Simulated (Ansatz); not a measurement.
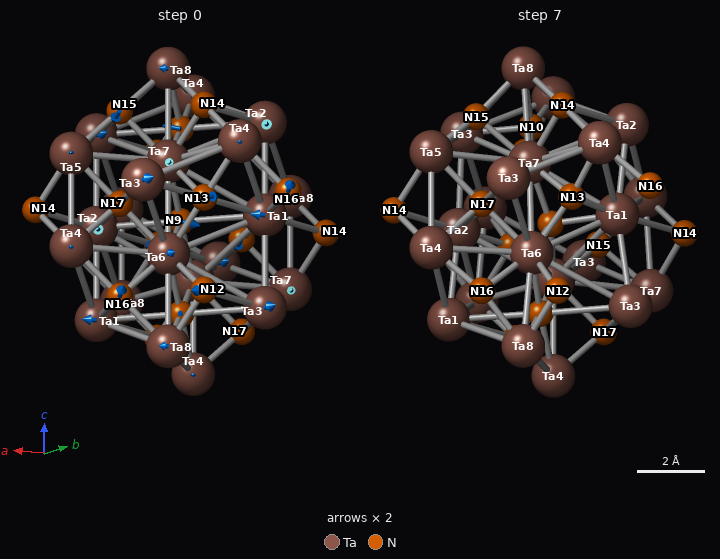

The structure of a defect cell of composition Ta8N9 before (left) and after (right) a relaxation, at one scale. The blue arrows give the displacements, magnified 2 times.

A ball-and-stick model of the atoms within 5.0 Å of the atom that moves most (axes of the conventional cell (3 times the calculation's cell)), seen from a free direction. Lengths and directions refer to the drawn axes.

Case: Ta vacancy (site d), charge +0, atoms relaxed at the host's cell.

Level of theory: Ansatz 0.2.0, DFT PBE, scalar-relativistic, plane waves, PAW.

Input
```yaml
crystal:
  lattice:
    - [-5.2635610262, 0.0, 2.9218011651]
    - [2.6317805131, -4.5583775631, 2.9218011651]
    - [2.6317805131, 4.5583775631, 2.9218011651]
  atoms:
    - { symbol: Ta, position: [0.3333333333, 0.3333333333, 0.3333333333] }
    - { symbol: Ta, position: [0.6666666667, 0.6666666667, 0.6666666667] }
    - { symbol: Ta, position: [0.0, 1.0, 0.0] }
    - { symbol: Ta, position: [0.5, 0.1666666667, 0.8333333333] }
    - { symbol: Ta, position: [0.8333333333, 0.5, 0.1666666667] }
    - { symbol: Ta, position: [0.8333333333, 0.1666666667, 0.5] }
    - { symbol: Ta, position: [0.1666666667, 0.5, 0.8333333333] }
    - { symbol: Ta, position: [0.5, 0.8333333333, 0.1666666667] }
    - { symbol: "N", position: [0.0, 0.5, 0.5] }
    - { symbol: "N", position: [0.3333333333, 0.8333333333, 0.8333333333] }
    - { symbol: "N", position: [0.6666666667, 0.1666666667, 0.1666666667] }
    - { symbol: "N", position: [0.8333333333, 0.8333333333, 0.3333333333] }
    - { symbol: "N", position: [0.1666666667, 0.1666666667, 0.6666666667] }
    - { symbol: "N", position: [0.5, 0.5, 0.0] }
    - { symbol: "N", position: [0.1666666667, 0.6666666667, 0.1666666667] }
    - { symbol: "N", position: [0.5, 1.0, 0.5] }
    - { symbol: "N", position: [0.8333333333, 0.3333333333, 0.8333333333] }
basis:
  ecutwfc: 420
  xc_grid: 2
kpoints:
  mp_grid: { grid: [5, 5, 5], shift: [0.0, 0.0, 0.0] }
hamiltonian:
  xc: pbe
scf:
  occupations: { method: gaussian, width: 0.1 }
output:
  forces: true
  stress: false
  eigenvalues: true
  write_density: true
  write_potential: true
  elf: true
  volumetric_format: npy
relax:
  adjacent_minimum: "off"
  f_tol: 0.025
  max_steps: 45
```

Launched with:
```bash
ansatz run input.yaml --threads 4 --pin off --max-ram 10240MiB --backend cpu --events-out ev --progress --plain --runs-dir out
```

**Describe what moved and what it gained.**

The largest moves, 0.32 Å, are those of N9, N10, N12, N13, N15 and N16. N9 goes along [−3 2 −1]. Largest moves by element: N 0.32 Å, Ta 0.24 Å. The lattice vectors keep their values. Near-neighbour distances that change, for instance: Ta1–N13 2.632 → 2.127 Å, Ta1–N15 2.632 → 2.947 Å, Ta1–Ta6 3.372 → 3.096 Å, Ta1–Ta6 (another image) 3.372 → 3.623 Å. Among the angles between lasting bonds that change: Ta4–N16–Ta8 180.0° → 161.8°, Ta2–N16–Ta4 90.0° → 103.2°, Ta4–N16–Ta6 92.3° → 97.3°. After 6 accepted moves (7 points after the start) the energy has fallen by 1.853 eV per cell of the calculation. The largest force component goes from 3.7 to 0.017 eV/Å. 1 step only repeated the SCF at the same geometry. The run took 67 s on 4 threads of Intel(R) Xeon(R) CPU @ 2.60GHz (Ice Lake), on a shared host, peak memory 0.92 GiB.

Limits of the set-up: the cell has an odd number of electrons but was run without spin polarisation; the periodic images lie only 6.0 Å apart, so the values are limited by the cell's size.
